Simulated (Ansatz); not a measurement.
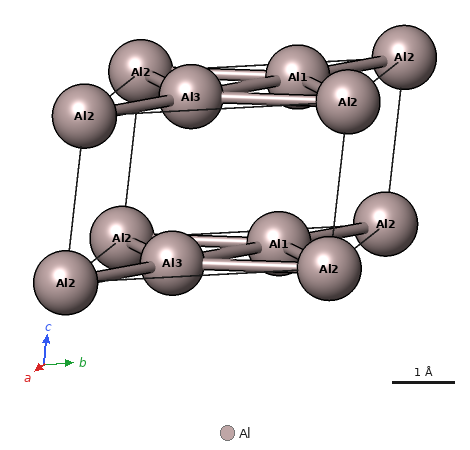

*The structure as given in the input (ball-and-stick view of the cell of the calculation, seen slightly off an axis; atoms are numbered from 1 in the order of the input).*

# Geometry relaxation, with input and output: Al (part 1 of 2)

The run: geometry relaxation of Al (3 atoms in the cell). Method and program: DFT LDA, scalar-relativistic, plane waves, PAW, no spin polarisation (Ansatz 0.2.0).

The structure derives from a Materials Project entry. It belongs to a series of runs on one base structure; here: film's bulk on the substrate's plane, third vector and atoms relaxed. Figures and captions count atoms from 1; the log counts them from 0 in places.

**The input**
```yaml
crystal:
  lattice:
    - [4.531980264, 0.0, 0.0]
    - [-2.265990132, 3.9248100381, 0.0]
    - [-1.510660088, 0.0, 2.5128013192]
  atoms:
    - { symbol: Al, position: [0.3333333333, 0.6666666667, 0.0] }
    - { symbol: Al, position: [0.0, 0.0, 0.0] }
    - { symbol: Al, position: [0.6666666667, 0.3333333333, 0.0] }
basis:
  ecutwfc: 420
kpoints:
  mp_grid: { grid: [9, 9, 14] }
hamiltonian:
  xc: lda
scf:
  occupations: { method: gaussian, width: 0.1 }
output:
  forces: true
  stress: true
  eigenvalues: true
  write_density: true
  write_potential: true
  elf: true
  volumetric_format: npy
relax:
  adjacent_minimum: "off"
  f_tol: 0.01
  max_steps: 50
  cell: { fix: [a, b, gamma], stress_tol: 0.1 }
```

Hardware: 4 threads of Intel Xeon (Sapphire Rapids), 192 GiB of memory available, shared host.

Launched with:
```bash
ansatz run input.yaml --threads 4 --pin off --max-ram 8192MiB --backend cpu --events-out ev --progress --plain --runs-dir out
```

**Output**
```
Engine: ansatz 0.2.0, x86_64-unknown-linux-gnu
Pseudopotentials: kind: paw
Pseudopotential: Al, paw, valence charge 3, recommended cutoff 420 eV (normal), Al.paw.azcp
Functional definition: SPW92
  exchange = slater_x
  correlation = pw_c
Crystal: 3 atoms, lattice volume = 44.696 Å³
Basis set: ecut = 420 eV, 857 PW (Γ)
Bands: 9, of which v1, the nominal top of the filled ones, is band 5 counted from 1 (4 counted from 0)
Symmetry: 12 space group operations
Space group: R-3m (ITA 166), of the structure as read, at distance tolerance 3.5e-5 Å
k-points: 320 of 1134
Non-local potential: Al, projectors of the file, l = 0: 2, l = 1: 2, l = 2: 1
PAW form: soft (Blöchl's): semilocal exchange-correlation on the pseudo side does not see the compensation charge
PAW frozen core: Al, regenerated for the run's functional, and the local potential with it (the file was generated under x = pbe(κ = 0.804, μ = 0.2195149727645171), c = pbe(β = 0.06672455060314922))
PAW one-centre angular grid: Al, 110 points (default); XC on 64 Gauss nodes
Initial density: superposition of atomic densities (neutral atoms: chi_scale 0, normalization atom), corrected by the library's trained network
Initial wavefunctions: pseudopotential atomic-orbital guess
Functional: x = slater, c = lda
SCF iter   1: F=—  HF=-1538.326168 eV  |F-HF|=—  |Δ(HF+E_count)|=         —  Δρ=3.94e-3  dr2=7.00e-3  ethr=1.77e-3  ⟨swp⟩=5.5  Hψ=22910  notcnv=0
preconditioner: auto → none  [metal: Δε(μ)=0.019 eV  Ē_g=8.405 eV  σ=0.100 eV  W_gap=0.11  n_scr=6 (ndim 8)  ℏωp=16.7 eV  f_vac=0.000  D(μ)=1.02/eV (n_scr^D=6)  sad-step TF]
SCF iter   2: F=—  HF=-1538.324252 eV  |F-HF|=—  |Δ(HF+E_count)|=   1.92e-3  Δρ=2.44e-3  dr2=2.79e-3  ethr=7.78e-5  ⟨swp⟩=1.0  Hψ=5440  notcnv=0
SCF iter   3: F=—  HF=-1538.323045 eV  |F-HF|=—  |Δ(HF+E_count)|=   1.21e-3  Δρ=1.31e-4  dr2=6.71e-6  ethr=3.09e-5  ⟨swp⟩=2.0  Hψ=4108  notcnv=0
SCF iter   4: F=—  HF=-1538.323040 eV  |F-HF|=—  |Δ(HF+E_count)|=   5.12e-6  Δρ=1.06e-5  dr2=4.53e-8  ethr=7.45e-8  ⟨swp⟩=1.3  Hψ=2899  notcnv=0
iter 5 did not close the SCF: its close was put off for the readings that it lacked (scf_convergence_deferred on its scf_iter line)
SCF iter   5: F=-1538.323040 eV  HF=-1538.323040 eV  |F-HF|=4.33e-10  |Δ(HF+E_count)|=   1.92e-8  Δρ=1.61e-6  dr2=1.09e-9  ethr=5.03e-10  ⟨swp⟩=2.2  Hψ=3873  notcnv=0
SCF iter   6: F=-1538.323040 eV  HF=-1538.323040 eV  |F-HF|=1.82e-12  |Δ(HF+E_count)|=  3.83e-10  Δρ=1.37e-7  dr2=9.13e-12  ethr=1.21e-11  ⟨swp⟩=5.4  Hψ=14498  notcnv=0
SCF 1 converged in 6 iterations: F = -1538.323040 eV  dr2 = 9.13e-12
  greatest PAW one-centre occupation: 0.467 electrons in one spin orbital (limit 2), on the Al atom at site 2 (counted from 0), in its partial waves of l = 0
relax step   1: F+E_penalty+E_count = -1538.32304010 eV  Δ(F+E_penalty+E_count) = +0.000e0 eV  max|allowed force component| = 1.209e-25 eV/Å  Δτ_max = 0.0000 Å  P = +9.602 GPa  Ω = 44.696 Å³  fix = [a, b, gamma]  reactions: a +12.914, b +19.690 GPa; gamma -3.912 GPa/rad  (6 SCF iters, accepted)
Crystal: 3 atoms, lattice volume = 43.448 Å³
Basis set: ecut = 420 eV, 853 PW (Γ)
Initial density: handed on by an earlier stage of this run
Initial wavefunctions: those handed on with the density
iter 1 solved again at ethr=2.50e-5 eV; its pass at ethr=3.10e-3 eV (dr2=2.25e-3 eV) is discarded
SCF iter   1: F=—  HF=-1538.340367 eV  |F-HF|=—  |Δ(HF+E_count)|=         —  Δρ=2.03e-3  dr2=2.27e-3  ethr=2.50e-5  ⟨swp⟩=1.1  Hψ=24212  notcnv=0
preconditioner: auto → none  [metal: Δε(μ)=0.005 eV  Ē_g=8.561 eV  σ=0.100 eV  W_gap=0.03  n_scr=6 (ndim 8)  ℏωp=16.9 eV  f_vac=0.000  D(μ)=0.79/eV (n_scr^D=2)]
SCF iter   2: F=—  HF=-1538.339472 eV  |F-HF|=—  |Δ(HF+E_count)|=   8.95e-4  Δρ=7.60e-4  dr2=3.03e-4  ethr=2.50e-5  ⟨swp⟩=1.0  Hψ=2880  notcnv=0
SCF iter   3: F=—  HF=-1538.339315 eV  |F-HF|=—  |Δ(HF+E_count)|=   1.57e-4  Δρ=5.88e-5  dr2=1.17e-6  ethr=3.37e-6  ⟨swp⟩=1.9  Hψ=3743  notcnv=0
SCF iter   4: F=—  HF=-1538.339314 eV  |F-HF|=—  |Δ(HF+E_count)|=   8.33e-7  Δρ=2.97e-6  dr2=4.07e-9  ethr=3.33e-9  ⟨swp⟩=8.2  Hψ=20053  notcnv=0
SCF iter   5: F=-1538.339314 eV  HF=-1538.339314 eV  |F-HF|=1.52e-11  |Δ(HF+E_count)|=   1.13e-9  Δρ=3.34e-7  dr2=2.46e-11  ethr=4.52e-11  ⟨swp⟩=4.1  Hψ=11944  notcnv=0
SCF 2 converged in 5 iterations: F = -1538.339314 eV  dr2 = 2.46e-11
  greatest PAW one-centre occupation: 0.466 electrons in one spin orbital (limit 2), on the Al atom at site 2 (counted from 0), in its partial waves of l = 0
relax step   2: F+E_penalty+E_count = -1538.33931367 eV  Δ(F+E_penalty+E_count) = -1.627e-2 eV  max|allowed force component| = 8.894e-25 eV/Å  Δτ_max = 0.0000 Å  P = +11.909 GPa  Ω = 43.448 Å³  energy of the carried Pulay correction = +5.463e-4 eV  fix = [a, b, gamma]  reactions: a +14.129, b +21.463 GPa; gamma -4.234 GPa/rad  (5 SCF iters, dr2 threshold 3.00e-7 eV, accepted)
Crystal: 3 atoms, lattice volume = 43.483 Å³
iter 1 solved again at ethr=4.10e-8 eV; its pass at ethr=3.10e-3 eV (dr2=3.69e-6 eV) is discarded
SCF iter   1: F=—  HF=-1538.339367 eV  |F-HF|=—  |Δ(HF+E_count)|=         —  Δρ=8.51e-5  dr2=3.49e-6  ethr=4.10e-8  ⟨swp⟩=2.1  Hψ=23096  notcnv=0
preconditioner: auto → none  [metal: Δε(μ)=0.017 eV  Ē_g=8.556 eV  σ=0.100 eV  W_gap=0.09  n_scr=6 (ndim 8)  ℏωp=16.9 eV  f_vac=0.000  D(μ)=0.77/eV (n_scr^D=2)]
SCF iter   2: F=—  HF=-1538.339366 eV  |F-HF|=—  |Δ(HF+E_count)|=   1.08e-6  Δρ=3.44e-5  dr2=5.13e-7  ethr=3.88e-8  ⟨swp⟩=1.0  Hψ=2880  notcnv=0
SCF iter   3: F=-1538.339366 eV  HF=-1538.339366 eV  |F-HF|=4.23e-10  |Δ(HF+E_count)|=   1.79e-7  Δρ=3.10e-6  dr2=2.38e-9  ethr=1.97e-9  ⟨swp⟩=7.0  Hψ=12938  notcnv=0
SCF 3 converged in 3 iterations: F = -1538.339366 eV  dr2 = 2.38e-9
relax step   3: F+E_penalty+E_count = -1538.33936557 eV  Δ(F+E_penalty+E_count) = -5.190e-5 eV  max|allowed force component| = 3.748e-24 eV/Å  Δτ_max = 0.0000 Å  P = +11.834 GPa  Ω = 43.483 Å³  energy of the carried Pulay correction = +5.309e-4 eV  fix = [a, b, gamma]  reactions: a +14.043, b +21.523 GPa; gamma -4.318 GPa/rad  (3 SCF iters, dr2 threshold 1.78e-7 eV, accepted)
Crystal: 3 atoms, lattice volume = 43.471 Å³
iter 1 solved again at ethr=3.95e-9 eV; its pass at ethr=3.10e-3 eV (dr2=3.56e-7 eV) is discarded
SCF iter   1: F=—  HF=-1538.339383 eV  |F-HF|=—  |Δ(HF+E_count)|=         —  Δρ=2.56e-5  dr2=3.44e-7  ethr=3.95e-9  ⟨swp⟩=2.3  Hψ=23080  notcnv=0
preconditioner: auto → none  [metal: Δε(μ)=0.012 eV  Ē_g=8.558 eV  σ=0.100 eV  W_gap=0.07  n_scr=6 (ndim 8)  ℏωp=16.9 eV  f_vac=0.000  D(μ)=0.77/eV (n_scr^D=2)]
SCF iter   2: F=—  HF=-1538.339382 eV  |F-HF|=—  |Δ(HF+E_count)|=   1.17e-7  Δρ=9.72e-6  dr2=4.64e-8  ethr=3.83e-9  ⟨swp⟩=1.0  Hψ=2880  notcnv=0
SCF iter   3: F=-1538.339382 eV  HF=-1538.339382 eV  |F-HF|=7.59e-11  |Δ(HF+E_count)|=   1.90e-8  Δρ=7.76e-7  dr2=1.65e-10  ethr=3.33e-10  ⟨swp⟩=6.1  Hψ=11402  notcnv=0
SCF 4 converged in 3 iterations: F = -1538.339382 eV  dr2 = 1.65e-10
relax step   4: F+E_penalty+E_count = -1538.33938242 eV  Δ(F+E_penalty+E_count) = -1.685e-5 eV  max|allowed force component| = 2.017e-24 eV/Å  Δτ_max = 0.0000 Å  P = +11.860 GPa  Ω = 43.471 Å³  energy of the carried Pulay correction = +5.362e-4 eV  fix = [a, b, gamma]  reactions: a +14.067, b +21.512 GPa; gamma -4.298 GPa/rad  (3 SCF iters, dr2 threshold 2.99e-8 eV, accepted)
Initial wavefunctions: pseudopotential atomic-orbital guess (no wavefunctions were taken with the density)
iter 1 solved again at ethr=4.85e-9 eV; its pass at ethr=3.10e-3 eV (dr2=4.36e-7 eV) is discarded
SCF iter   1: F=—  HF=-1538.338984 eV  |F-HF|=—  |Δ(HF+E_count)|=         —  Δρ=2.55e-5  dr2=2.44e-8  ethr=4.85e-9  ⟨swp⟩=3.1  Hψ=31586  notcnv=0
SCF iter   2: F=—  HF=-1538.338984 eV  |F-HF|=—  |Δ(HF+E_count)|=   1.19e-7  Δρ=1.28e-5  dr2=6.10e-9  ethr=2.71e-10  ⟨swp⟩=1.0  Hψ=2880  notcnv=0
SCF iter   3: F=-1538.338984 eV  HF=-1538.338984 eV  |F-HF|=5.23e-12  |Δ(HF+E_count)|=   4.07e-8  Δρ=1.89e-7  dr2=4.78e-12  ethr=1.33e-12  ⟨swp⟩=4.0  Hψ=12966  notcnv=0
SCF 5 converged in 3 iterations: F = -1538.338984 eV  dr2 = 4.78e-12
relax step   5: F+E_penalty+E_count = -1538.33898390 eV  Δ(F+E_penalty+E_count) = +3.985e-4 eV  max|allowed force component| = 3.984e-24 eV/Å  Δτ_max = 0.0000 Å  P = +11.841 GPa  Ω = 43.471 Å³  fix = [a, b, gamma]  reactions: a +14.059, b +21.499 GPa; gamma -4.296 GPa/rad  stress off target by 3.51e-2 GPa on what of the cell is left free  SCF on the basis re-selected at this cell (its energy is not comparable with the rows above)  (3 SCF iters)
```

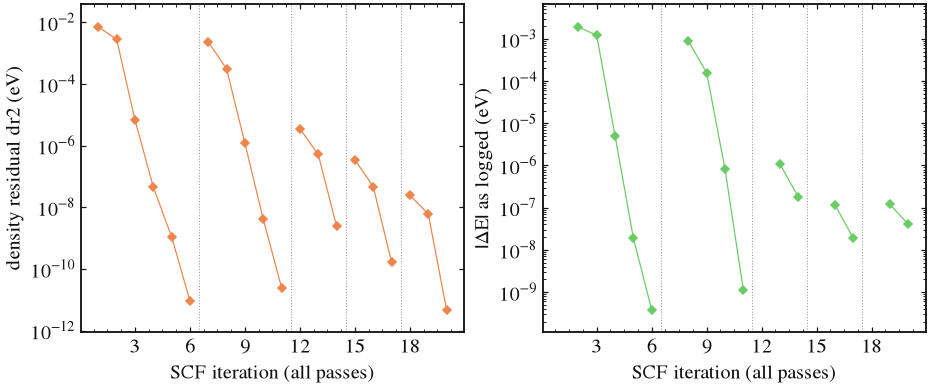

*Convergence of the self-consistent field: density residual dr2 and size of the energy change against the SCF iteration. The dotted lines part the SCF passes of the relaxation: geometry steps, rejected trials and re-solves on a re-selected basis.*

The 5 passes take 3 to 6 iterations each, 20 in all.

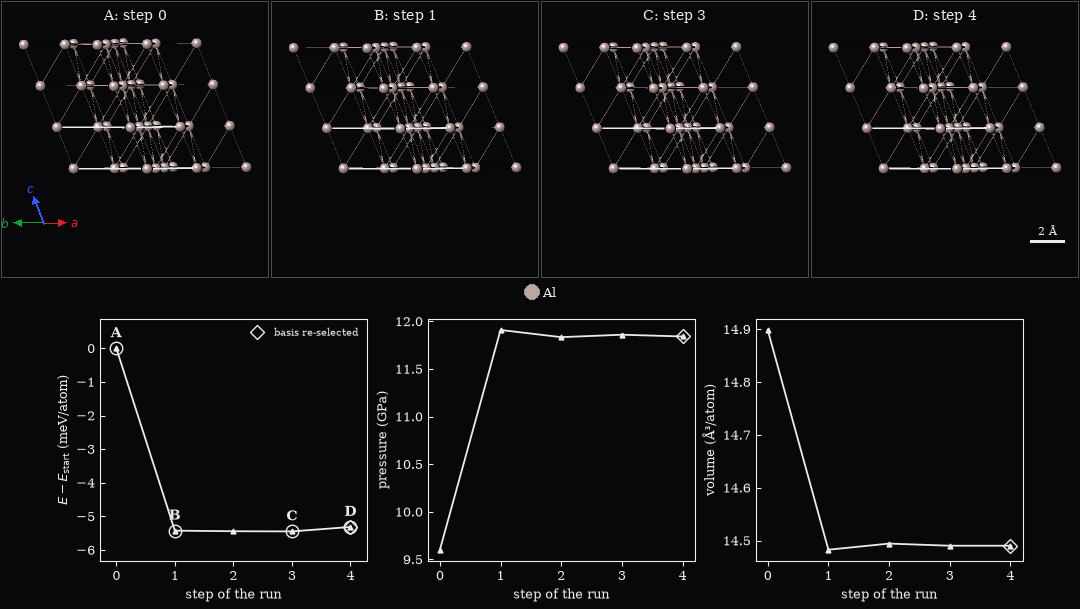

*Frames of the relaxation (ball-and-stick view of the cell of the calculation, repeated 2 × 1 × 3, seen at an oblique angle) above the curves, on which the letters mark them (the first geometry is step 0 here and step 1 in the log).*
